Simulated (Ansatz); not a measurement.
Mg3O2: geometry relaxation (part 2 of 2)

Continued. System: Mg3O2 (R-3c, 10 atoms in the cell). Method: DFT PBE, scalar-relativistic, plane waves, PAW, no spin polarisation (Ansatz 0.2.0); cutoff 420 eV, 12×12×12 k-mesh, Gaussian smearing of 0.02 eV. The structure was made by swapping elements on the sites of another compound; it need not be a known phase. It belongs to a series of runs on one base structure; here: anti-corundum type (R-3c, No. 167).

Geometry of the input (Å; fractional positions):
```
2.6363  1.5221  5.2052
-2.6363  1.5221  5.2052
0.0000  -3.0442  5.2052
Mg 0.5774  0.9226  0.2500
Mg 0.2500  0.5774  0.9226
Mg 0.9226  0.2500  0.5774
Mg 0.4226  0.0774  0.7500
Mg 0.7500  0.4226  0.0774
Mg 0.0774  0.7500  0.4226
O  0.3360  0.3360  0.3360
O  0.1640  0.1640  0.1640
O  0.6640  0.6640  0.6640
O  0.8360  0.8360  0.8360
```

```
basis re-selected at this cell: Δ(F+E_penalty+E_count) = -9.242e-5 eV, ΔP = +0.002 GPa vs the last step (what re-selecting the basis moved, of the pressure what is left beyond the Pulay correction that the steps carried, after the strain that the cell walked since its last selection, with what the two solves' SCF thresholds leave and, on support functions, any second-order correction that the steps lacked; it is no measure of the basis error at this ecutwfc). This SCF's stress stands 2.99e-2 GPa from its target on what of the cell is left free (relax.cell.stress_tol is 5.00e-2 GPa) and its largest allowed force component is 5.66e-3 eV/Å (relax.f_tol is 1.00e-2 eV/Å): within both
SCF converged after 7 iterations
Free energy (F): -13819.787027 eV
Harris-Foulkes:  -13819.787027 eV  (|F-HF|=3.64e-12)
Internal energy: -13819.787027 eV  (E = F + TS)
E sigma→0 (E₀):  -13819.787027 eV
Fermi energy:    9.402637 eV
--- Per-component energies (eV) ---
  E_band       = -1984.716022
  E_kinetic    = 1165.453609
  E_local      = -10196.152033  (includes V_loc(G=0)·N_el)
  E_nonlocal   = 762.249372
  E_hartree    = 3600.995935
  E_xc         = -475.453456
  E_vxc        = -609.584092  (∫ρ·V_xc dr)
  E_paw        = -2385.289006  (= ΣΔE_a)
  E_vpaw       = -308.684300  (= ΣTr[D̂ρ^β])
  E_aug_tail   = 0.009550  (compensation charges beyond the density's cutoff)
  E_ewald      = -6291.600997
  E_smearing   = -0.000000  (= −TS)
  E_closure    = 0.000000  (closes the sum)
  Σ components = -13819.787027   (vs F -13819.787027, Δ=0.00e0)
--- Forces (eV/Å), atoms counted from 1 ---
  atom   1  Mg    -0.00151291    -0.00000000    -0.00000000
  atom   2  Mg     0.00075646    -0.00131022    -0.00000000
  atom   3  Mg     0.00075646     0.00131022     0.00000000
  atom   4  Mg     0.00151291     0.00000000     0.00000000
  atom   5  Mg    -0.00075646     0.00131022     0.00000000
  atom   6  Mg    -0.00075646    -0.00131022    -0.00000000
  atom   7  O     -0.00000000     0.00000000    -0.00566021
  atom   8  O      0.00000000    -0.00000000     0.00566021
  atom   9  O      0.00000000    -0.00000000     0.00566021
  atom  10  O      0.00000000     0.00000000    -0.00566021
  max |Σ_I F_I| component: 9.04e-18 eV/Å
--- Stress (GPa, compression-positive) ---
        0.020088       0.000000       0.000000
       -0.000000       0.020088      -0.000000
        0.000000      -0.000000       0.029864
  P = ⅓ Tr σ = 0.0233 GPa (0.233 kbar)
--- Band table (eV; the first three rows and the last of 189) ---
  k-point 0: bands = ["-67.1148", "-67.1110", "-67.1085", "-67.1085", "-67.1083", "-67.1083", "-33.8976", "-33.8957", "-33.8957", "-33.8931", "-33.8916", "-33.8893", "-33.8893", "-33.8841", "-33.8704", "-33.8623", "-33.8623", "-33.8550", "-33.8550", "-33.8393", "-33.8393", "-33.8322", "-33.8322", "-33.8257", "-10.7421", "-10.0660", "-10.0237", "-9.6811", "1.9283", "2.7248", "2.7248", "3.2050", "3.3389", "3.3389", "4.1989", "4.1989", "4.4567", "4.4567", "4.7716", "4.9289", "5.6707", "8.8926", "10.9495", "10.9495", "12.5124", "12.9780", "12.9780", "13.6532", "13.6532", "16.1937", "16.2722", "16.6140"]
  k-point 1: bands = ["-67.1147", "-67.1109", "-67.1086", "-67.1085", "-67.1083", "-67.1083", "-33.8999", "-33.8966", "-33.8951", "-33.8941", "-33.8929", "-33.8868", "-33.8864", "-33.8827", "-33.8697", "-33.8629", "-33.8625", "-33.8558", "-33.8551", "-33.8398", "-33.8394", "-33.8324", "-33.8321", "-33.8258", "-10.7293", "-10.0691", "-10.0268", "-9.6893", "1.9536", "2.7004", "2.7069", "3.1639", "3.2902", "3.3629", "4.1804", "4.2380", "4.3250", "4.4946", "4.8194", "4.9036", "5.9067", "8.9383", "10.9199", "10.9440", "12.4634", "12.8460", "12.8739", "13.5712", "13.7698", "16.1411", "16.4137", "16.6158"]
  k-point 2: bands = ["-67.1144", "-67.1107", "-67.1089", "-67.1086", "-67.1084", "-67.1083", "-33.9022", "-33.8988", "-33.8971", "-33.8963", "-33.8892", "-33.8832", "-33.8827", "-33.8798", "-33.8680", "-33.8644", "-33.8631", "-33.8580", "-33.8556", "-33.8412", "-33.8397", "-33.8331", "-33.8317", "-33.8262", "-10.6917", "-10.0904", "-10.0237", "-9.7129", "2.0291", "2.6336", "2.6643", "3.0304", "3.1691", "3.4441", "4.0655", "4.1712", "4.3516", "4.5866", "4.8813", "4.9012", "6.4024", "9.0452", "10.8638", "10.9293", "12.3364", "12.5854", "12.6572", "13.2950", "13.9985", "16.0059", "16.6247", "16.8156"]
  k-point 188: bands = ["-67.1129", "-67.1129", "-67.1084", "-67.1084", "-67.1084", "-67.1084", "-33.8979", "-33.8979", "-33.8917", "-33.8917", "-33.8917", "-33.8917", "-33.8852", "-33.8852", "-33.8584", "-33.8584", "-33.8584", "-33.8584", "-33.8482", "-33.8482", "-33.8368", "-33.8368", "-33.8368", "-33.8368", "-10.4523", "-10.4523", "-9.8155", "-9.8155", "2.6284", "2.6284", "2.8964", "2.8964", "2.8964", "2.8964", "4.3751", "4.3751", "4.4998", "4.4998", "4.4998", "4.4998", "7.8188", "7.8188", "11.7234", "11.7234", "11.7234", "11.7234", "12.9027", "12.9027", "15.1349", "15.1349", "15.1349", "15.1349"]
--- Relaxed structure (3 steps of the walk, 2 accepted, 1 SCFs on fresh bases) ---
  F+E_penalty+E_count = -13819.78702688 eV   max|allowed force component| = 5.660e-3 eV/Å   (the final SCF, on the basis selected at the relaxed cell)
  cell:  # Å, volume = 125.3695 Å³
    - [2.6356944787506156, 1.5217189167915974, 5.209680803240231]
    - [-2.6356944787506156, 1.5217189167915974, 5.209680803240231]
    - [-1.1402302560840773e-34, -3.0434378336332375, 5.209680803225614]
  atoms:
    - { symbol: Mg, position: [0.5774720749583789, 0.922527925041621, 0.25000000000000017] }
    - { symbol: Mg, position: [0.2499999999999999, 0.5774720749583788, 0.9225279250416207] }
    - { symbol: Mg, position: [0.922527925041621, 0.25000000000000006, 0.5774720749583789] }
    - { symbol: Mg, position: [0.42252792504162107, 0.07747207495837904, 0.7499999999999998] }
    - { symbol: Mg, position: [0.75, 0.42252792504162096, 0.07747207495837899] }
    - { symbol: Mg, position: [0.07747207495837899, 0.75, 0.4225279250416209] }
    - { symbol: O, position: [0.33598699838515633, 0.33598699838515633, 0.33598699838515633] }
    - { symbol: O, position: [0.1640130016148436, 0.1640130016148436, 0.16401300161484358] }
    - { symbol: O, position: [0.6640130016148437, 0.6640130016148437, 0.6640130016148436] }
    - { symbol: O, position: [0.8359869983851563, 0.8359869983851563, 0.8359869983851563] }
```

**Trajectory as extended XYZ (Å, eV, eV/Å), 4 frames, from step=1 to step=4**
```
10
Lattice="2.6363 1.5221 5.2052 -2.6363 1.5221 5.2052 0.0000 -3.0442 5.2052" Properties=species:S:1:pos:R:3:forces:R:3 step=1 energy=-13819.78694 pressure_GPa=0.07
Mg   -0.9099    1.5221    9.1090    0.0005   0.0000   0.0000
Mg   -0.8632   -1.5491    9.1090   -0.0002   0.0004   0.0000
Mg    1.7731    0.0270    9.1090   -0.0002  -0.0004   0.0000
Mg    0.9099   -1.5221    6.5065   -0.0005   0.0000   0.0000
Mg    0.8632    1.5491    6.5065    0.0002  -0.0004   0.0000
Mg   -1.7731   -0.0270    6.5065    0.0002   0.0004   0.0000
O     0.0000    0.0000    5.2473    0.0000   0.0000  -0.0088
O     0.0000    0.0000    2.5604    0.0000   0.0000   0.0088
O     0.0000    0.0000   10.3681    0.0000   0.0000   0.0088
O     0.0000    0.0000   13.0551    0.0000   0.0000  -0.0088
10
Lattice="2.6342 1.5209 5.2144 -2.6342 1.5209 5.2144 0.0000 -3.0417 5.2144" Properties=species:S:1:pos:R:3:forces:R:3 step=2 energy=-13819.78685 pressure_GPa=0.02 accepted=F
Mg   -0.9086    1.5209    9.1253   -0.0029   0.0000   0.0000
Mg   -0.8628   -1.5473    9.1253    0.0015  -0.0025   0.0000
Mg    1.7714    0.0265    9.1253    0.0015   0.0025   0.0000
Mg    0.9086   -1.5209    6.5181    0.0029   0.0000   0.0000
Mg    0.8628    1.5473    6.5181   -0.0015   0.0025   0.0000
Mg   -1.7714   -0.0265    6.5181   -0.0015  -0.0025   0.0000
O     0.0000    0.0000    5.2557    0.0000   0.0000  -0.0092
O     0.0000    0.0000    2.5660    0.0000   0.0000   0.0092
O     0.0000    0.0000   10.3876    0.0000   0.0000   0.0092
O     0.0000    0.0000   13.0774    0.0000   0.0000  -0.0092
10
Lattice="2.6357 1.5217 5.2097 -2.6357 1.5217 5.2097 0.0000 -3.0434 5.2097" Properties=species:S:1:pos:R:3:forces:R:3 step=3 energy=-13819.78693 pressure_GPa=0.02
Mg   -0.9095    1.5217    9.1169   -0.0015   0.0000   0.0000
Mg   -0.8631   -1.5485    9.1169    0.0008  -0.0013   0.0000
Mg    1.7726    0.0268    9.1169    0.0008   0.0013   0.0000
Mg    0.9095   -1.5217    6.5121    0.0015   0.0000   0.0000
Mg    0.8631    1.5485    6.5121   -0.0008   0.0013   0.0000
Mg   -1.7726   -0.0268    6.5121   -0.0008  -0.0013   0.0000
O     0.0000    0.0000    5.2512    0.0000   0.0000  -0.0056
O     0.0000    0.0000    2.5634    0.0000   0.0000   0.0056
O     0.0000    0.0000   10.3779    0.0000   0.0000   0.0056
O     0.0000    0.0000   13.0657    0.0000   0.0000  -0.0056
10
Lattice="2.6357 1.5217 5.2097 -2.6357 1.5217 5.2097 0.0000 -3.0434 5.2097" Properties=species:S:1:pos:R:3:forces:R:3 step=4 energy=-13819.78703 pressure_GPa=0.02
Mg   -0.9095    1.5217    9.1169   -0.0015   0.0000   0.0000
Mg   -0.8631   -1.5485    9.1169    0.0008  -0.0013   0.0000
Mg    1.7726    0.0268    9.1169    0.0008   0.0013   0.0000
Mg    0.9095   -1.5217    6.5121    0.0015   0.0000   0.0000
Mg    0.8631    1.5485    6.5121   -0.0008   0.0013   0.0000
Mg   -1.7726   -0.0268    6.5121   -0.0008  -0.0013   0.0000
O     0.0000    0.0000    5.2512    0.0000   0.0000  -0.0057
O     0.0000    0.0000    2.5634    0.0000   0.0000   0.0057
O     0.0000    0.0000   10.3779    0.0000   0.0000   0.0057
O     0.0000    0.0000   13.0657    0.0000   0.0000  -0.0057
```

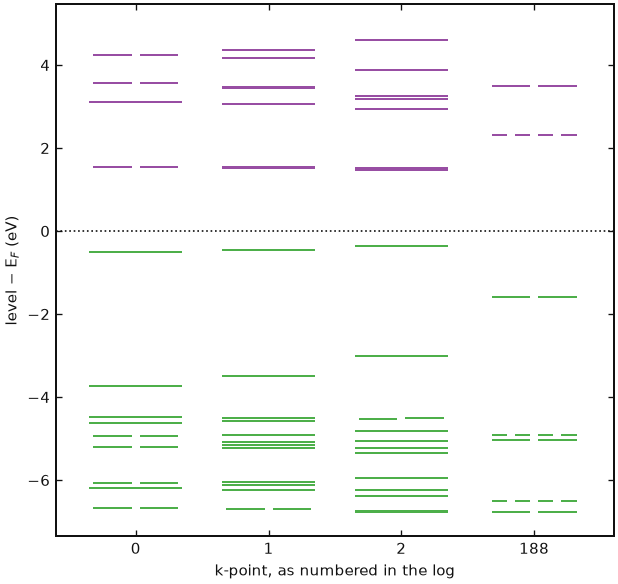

Kohn–Sham levels near the Fermi level (dotted) at the few k-points that the log prints; levels within 0.02 eV of each other stand side by side. Among these points the highest filled and lowest empty levels are 1.82 eV apart; the gap on the full mesh, 0.44 eV, has an edge at a point that isn't printed.

**Summary**

```tsv
quantity	value
outcome	converged
space group (tolerance 0.01 Å)	R-3c (167)
electrons treated	84
free energy	−13819.7870 eV
Fermi energy	9.403 eV
gap on the k-point mesh	0.44 eV
pressure	0.02 GPa
final volume	125.37 Å³
largest force (length of the vector) at the end	0.006 eV/Å
final cell	a = 6.034 Å, b = 6.034 Å, c = 6.034 Å, α = 51.81°, β = 51.81°, γ = 51.81°
hardware	1 thread of Intel Xeon @ 2.50GHz (Skylake/Cascade Lake), 192 GiB of memory available, shared host
wall time	4.9 min
peak memory	1.1 GiB
```
